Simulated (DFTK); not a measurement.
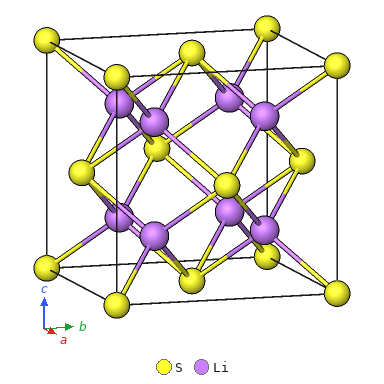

System: Li₂S, space group Fm-3m (No. 225). The picture shows the conventional cell.

Input of the run:
```
using DFTK
using PseudoPotentialData
using Unitful, UnitfulAtomic
using LinearAlgebra, Printf
include("save.jl")
disable_threading()

# lattice vectors are the columns
lattice = austrip(1u"Å") * [           0.0         2.8445         2.8445;
                   2.8445            0.0         2.8445;
                   2.8445         2.8445            0.0]
symbols   = [:S, :Li, :Li]
positions = [[0.0, 0.0, 0.0],
             [0.75, 0.75, 0.75],
             [0.25, 0.25, 0.25]]
pseudopotentials = PseudoFamily("dojo.nc.sr.pbesol.v0_4_1.standard.upf")
elements = Dict(s => ElementPsp(s, pseudopotentials) for s in unique(symbols))
atoms    = [elements[s] for s in symbols]

build_model(lattice, positions; symmetries=true) =
    model_DFT(lattice, atoms, positions;
              functionals=PBEsol(),
              temperature=austrip(0.05u"eV"),
              smearing=Smearing.FermiDirac(),
              symmetries)
Ecut  = 37.0  # hartree
kgrid = [8, 8, 8]
tol   = 1e-6
to_GPa = ustrip(uconvert(u"GPa", 1u"hartree/bohr^3"))

results["points"] = []
for scale in [0.94, 0.96, 0.98, 1.0, 1.02, 1.04, 1.06]
    println("\n=== scale = ", scale)
    model = build_model(cbrt(scale) * lattice, positions)
    basis = PlaneWaveBasis(model; Ecut, kgrid)
    t0 = time()
    scfres = self_consistent_field(basis;
                                   tol,
                                   nbandsalg=AdaptiveBands(model; n_bands_converge=11))
    seconds = time() - t0
    @printf "SCF: %d iterations, %.1f s\n" scfres.n_iter seconds
    forces = compute_forces_cart(scfres)
    stress = compute_stresses_cart(scfres)
    @printf "V = %.5f Å^3  F = %.8f Ha  max force = %.5f eV/Å  p = %.4f GPa\n" ustrip(auconvert(u"Å^3", model.unit_cell_volume)) scfres.energies.total ustrip(auconvert(u"eV/Å", maximum(norm, forces))) (-tr(stress) / 3 * to_GPa)
    push!(results["points"], save_scf!(scfres; forces, stress, d=Dict{String,Any}("seconds" => seconds, "n_matvec" => get(scfres, :n_matvec, 0))))
end

# third-order Birch-Murnaghan fit in x = V^(-2/3)
V = [0.94, 0.96, 0.98, 1.0, 1.02, 1.04, 1.06] * abs(det(lattice))
E = [p["total"] for p in results["points"]]
x = V .^ (-2 / 3)
c = [x .^ 0 x x .^ 2 x .^ 3] \ E
Δ = c[3]^2 - 3c[2] * c[4]
if Δ > 0
    x0 = (-c[3] + sqrt(Δ)) / 3c[4]
    B0 = 4 / 9 * x0^(7 / 2) * (2c[3] + 6c[4] * x0)
    @printf "V0 = %.4f Å^3  B0 = %.2f GPa\n" ustrip(auconvert(u"Å^3", x0^(-3 / 2))) B0 * to_GPa
end
```

Launched with:
```bash
julia --threads=1 run.jl
```

How it was computed, with DFTK 0.8.2: plane-wave DFT, no spin polarisation; energies at scaled volumes of the given cell, shape and fractions fixed, counted from the fit's minimum, third-order Birch-Murnaghan fit. Level: PBEsol.

| setting | value |
| --- | --- |
| k mesh | 8×8×8 |
| occupations | Fermi–Dirac |
| smearing width | 0.05 eV |
| potentials | dojo.nc.sr.pbesol.v0_4_1.standard |
| wave cutoff | 1007 eV |

Describe the result: the energy and pressure against volume. The volume takes the values 14.42, 14.73, 15.04, 15.34, 15.65, 15.96, 16.26 Å³/atom.

A third-order Birch–Murnaghan fit gives V0 = 15.07 Å³/atom, B0 = 42.2 GPa and B′ = 3.9. The energy is 3.93 meV/atom at volume 14.42 Å³/atom and 10.99 meV/atom at 16.26 Å³/atom; the lowest computed point is at volume 15.04 Å³/atom (0.01 meV/atom), in a single well. The pressure falls from 1.99 GPa at volume 14.42 Å³/atom to −2.79 GPa at 16.26 Å³/atom, and changes sign near 15.06 Å³/atom.

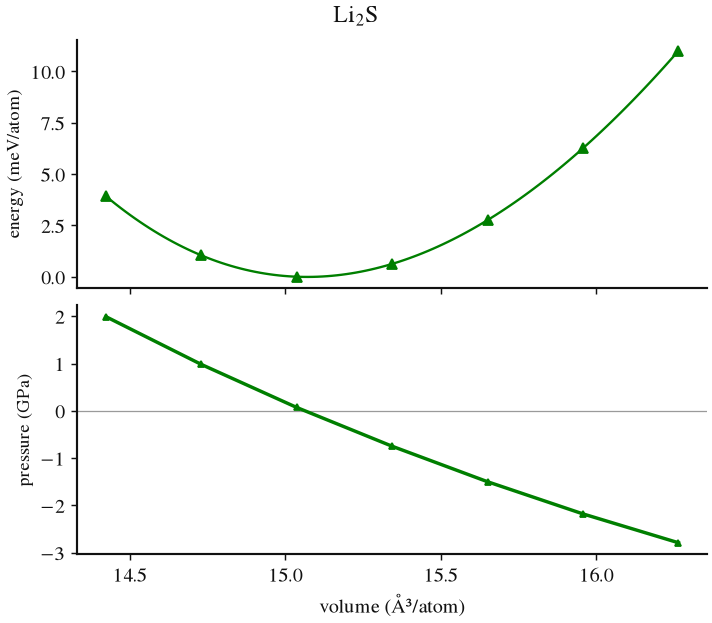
